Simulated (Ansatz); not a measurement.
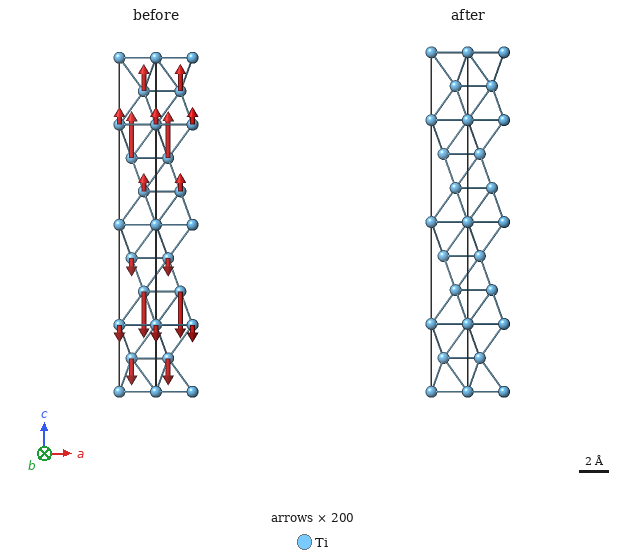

The structure of a crystal of Ti (a generated structure, set up in P-3m1) before (left) and after (right) a relaxation, at one scale. The red arrows give the displacements (the part carried along by the change of the cell is left out), 200 times their true length.

The picture is a ball-and-stick view of the cell of the calculation, repeated 2 × 1 × 1 with one cell outlined, seen along the b axis.

Case: stacking ABACBACBAC.

Method: DFT PBE, scalar-relativistic, plane waves, PAW (Ansatz). (plane-wave cutoff 420 eV; k-point mesh 18 × 18 × 2; occupations gaussian; smearing width 0.1 eV; no spin polarisation; cell and atoms relaxed; force threshold 0.01 eV/Å; at most 45 steps)

**Describe what moved and what it gained.**

The run was cut off at its time limit before the relaxation converged, so the last structure is only a point on the way. Over 2 geometry steps the energy falls by 2.2 meV per atom. Largest force component: 0.043 eV/Å at the start, 0.0049 eV/Å at the end. The pressure goes from 0.19 to −0.10 GPa. The largest moves relative to the cell, 0.016 Å, are those of Ti atoms. The volume changes by +0.3 %, with a = b 2.939 → 2.919 Å (−0.7 %), c 23.248 → 23.625 Å (+1.6 %). Some distances before and after: Ti–Ti 2.878 → 2.910 Å, Ti–Ti 2.939 → 2.919 Å. The space group stays P-3m1 (No. 164).
